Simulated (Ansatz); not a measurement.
```
CELL_PARAMETERS angstrom
11.19861 0.00000 -0.04212
0.00000 5.17191 0.00000
-1.07526 0.00000 3.35287
ATOMIC_POSITIONS crystal
Zr 0.15099 0.00000 0.65867
Zr 0.65099 0.50000 0.65867
Zr 0.00000 0.50000 0.00000
Zr 0.50000 0.00000 0.00000
Zr 0.34901 0.50000 0.34133
Zr 0.84901 0.00000 0.34133
S 0.17529 0.50000 0.67153
S 0.67529 0.00000 0.67153
S 0.32471 0.00000 0.32847
S 0.82471 0.50000 0.32847
```

Space group C2/m; started from the random prototype, which need not be the ambient phase.

The calculation used Ansatz 0.2.0, DFT PBE, scalar-relativistic, plane waves, PAW.

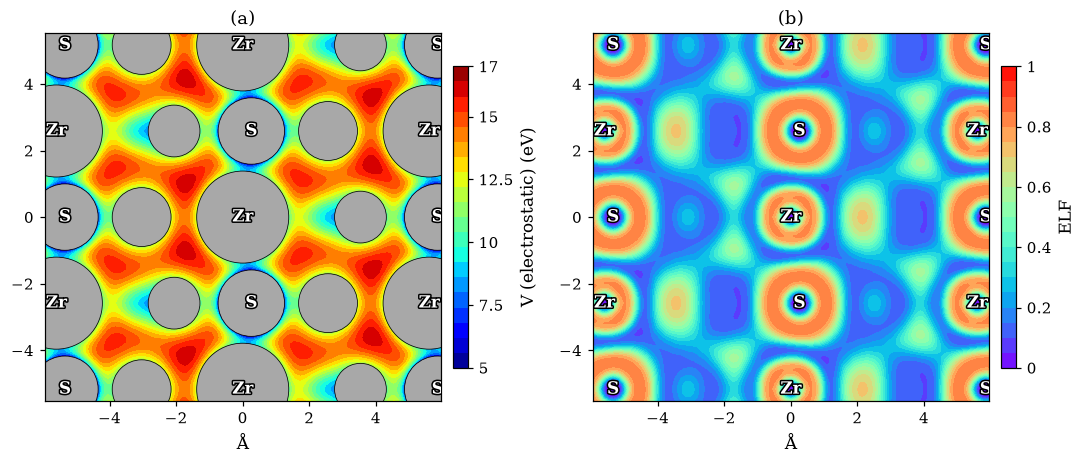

Zr₃S₂. (a) electrostatic potential energy of an electron; (b) ELF on the (001) plane of the conventional cell. Grey discs cover the atomic cores in the potential map.

Question: Interpret the plot.

Answer:
- The plane passes through Zr and S nuclei.
- Zr–S (2.60 Å): the ELF peaks at about 0.85 in the valence shell of S, 0.8 Å from its nucleus, and is about 0.25 at the midpoint: no shared electron pair shows on this line.
- The features right at Zr lie inside the PAW spheres, where the map follows smoothed inner orbitals and isn't to be read closely.
- Outside the cores the potential energy rises away from the atoms and is highest about 1.9 Å from the nearest atoms; its zero is arbitrary.

Question: Does the calculation make it a metal, or give it a gap?

Answer: It is gapless in this calculation (a metal or semimetal).
